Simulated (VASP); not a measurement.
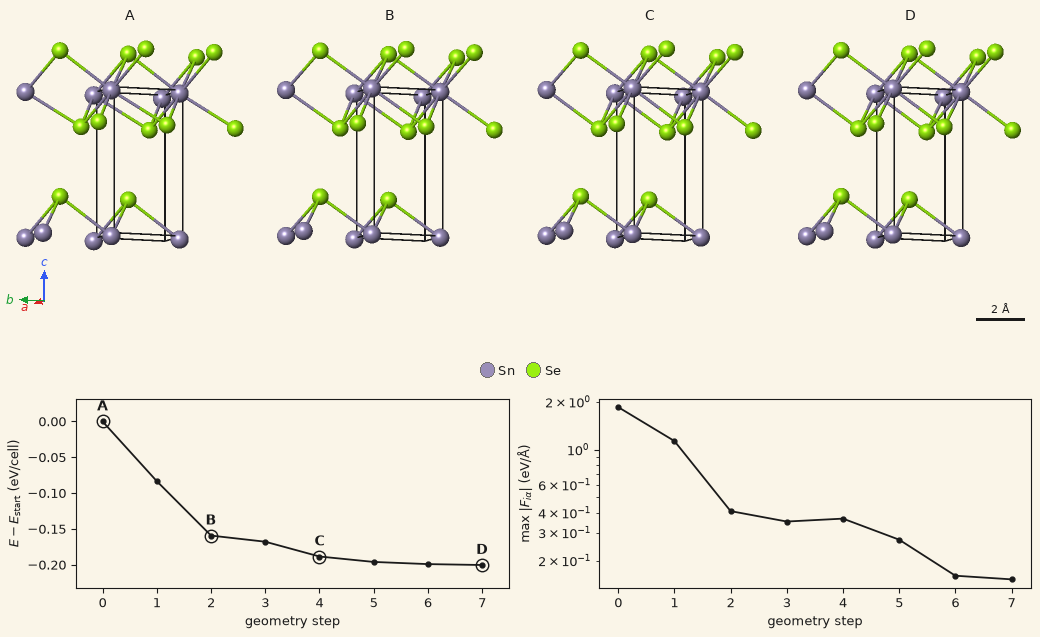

Frames of a relaxation of crystalline SnSe$_{2}$ (set up in P1), marked on the history of the run. A ball-and-stick model of the cell of the calculation, repeated 1 × 2 × 1 with one cell outlined, seen from a free direction.

The run lets the atoms move in a fixed cell, from a rattled start.

Theory: Kohn-Sham DFT of a periodic cell, r2SCAN, VASP PAW PBE potentials, recommended (VASP).

Input file:
```python
from ase.calculators.vasp import Vasp
from ase.io import read
from ase.optimize import BFGS

atoms = read('POSCAR')
calc = Vasp(
    directory='calc',
    xc='r2scan',
    pp='PBE',
    setups='recommended',
    prec='Accurate',
    encut=520,
    ediff=1e-06,
    ismear=0,
    sigma=0.05,
    lreal=False,
    lasph=True,
    nelm=80,
    algo='Normal',
    isif=2,
    lwave=True,
    lcharg=False,
    lmixtau=True,
    kpts=[8, 8, 5],
    gamma=True,
)
atoms.calc = calc
opt = BFGS(atoms, trajectory='relax.traj')
converged = opt.run(fmax=0.005, steps=40)
print('converged:', converged)

print('energy (eV):', atoms.get_potential_energy())
print('free energy (eV):', atoms.get_potential_energy(force_consistent=True))
print('forces (eV/A):')
print(atoms.get_forces())
print('stress (eV/A^3, Voigt):', atoms.get_stress())
print('Fermi level (eV):', calc.get_fermi_level())
print('cell (A, degrees):', atoms.cell.cellpar())
print('volume (A^3):', atoms.get_volume())
print('scaled positions:')
print(atoms.get_scaled_positions())
```

Run as
```bash
python run.py
```

Question: What happens along the run?

Answer: The run was cut off at its time limit before the relaxation converged, so the last structure is only a point on the way. A Se atom moves most: 0.15 Å roughly along [1 3 −1]. Largest moves by element: Se 0.15 Å, Sn 0.09 Å. The lattice vectors keep their values. Among the contacts that change: Se–Sn 2.536 → 2.699 Å, Se–Sn 2.576 → 2.717 Å, Se–Sn 2.804 → 2.708 Å, Se–Sn 2.787 → 2.712 Å. Among the angles between lasting bonds that change: Se–Sn–Se 96.4° → 89.4°, Sn–Se–Sn 96.4° → 89.4°, Se–Sn–Se 174.4° → 179.7°. The space group stays P1 (No. 1). The energy falls by 0.200 eV per cell of the calculation in 7 geometry steps. The largest force component goes from 1.8 to 0.15 eV/Å. It ran on 1 thread of AMD EPYC 9R45 96-Core Processor (Zen 5) (shared host). From step 0 to 2: Sn and Se atoms move most (0.08 Å), energy −0.159 eV per cell of the calculation. From step 2 to 4: a Se atom moves most (0.06 Å), energy −29.2 meV per cell of the calculation. From step 4 to 7: a Se atom moves most (0.04 Å), energy −11.9 meV per cell of the calculation.

| step | E − E(0), meV/atom | largest force component, eV/Å |
| --- | --- | --- |
| 0 | 0.00 | 1.8487 |
| 1 | -27.77 | 1.1313 |
| 2 | -53.06 | 0.4095 |
| 3 | -55.91 | 0.3521 |
| 4 | -62.79 | 0.3673 |
| 5 | -65.32 | 0.2706 |
| 6 | -66.32 | 0.1605 |
| 7 | -66.74 | 0.1523 |
